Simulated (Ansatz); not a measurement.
The coordinates of a crystal:

```
CELL_PARAMETERS angstrom
2.45617 0.00000 0.00000
-1.22809 2.07393 0.00000
0.00000 0.00000 8.52380
ATOMIC_POSITIONS crystal
C 0.33333 0.66667 0.50000
C 0.66667 0.33333 0.50000
```

**Summarise the structure in words.**

The element is carbon. The cell holds two atoms. Each C atom is coordinated by three C in a trigonal planar arrangement at 1.38 to 1.41 Å. The bonds build C layers parallel to (001).

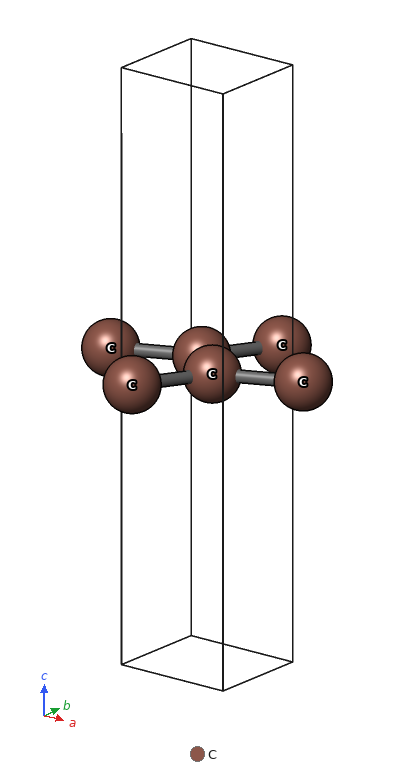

Drawn in the ball-and-stick manner and seen slightly off an axis. Atoms at the boundary of the simulation cell (the box) are drawn once for each face, edge or corner they touch. The bonded neighbours beyond the faces are included.

Provenance: a structure listed in the Materials Project. The cell was then strained or its atoms displaced on purpose. A calculation with Ansatz used it as input.

At this level of theory the run's own cell isn't at rest (compressed, at 5 GPa), so its distances can differ from those at equilibrium, the more so the softer the solid.
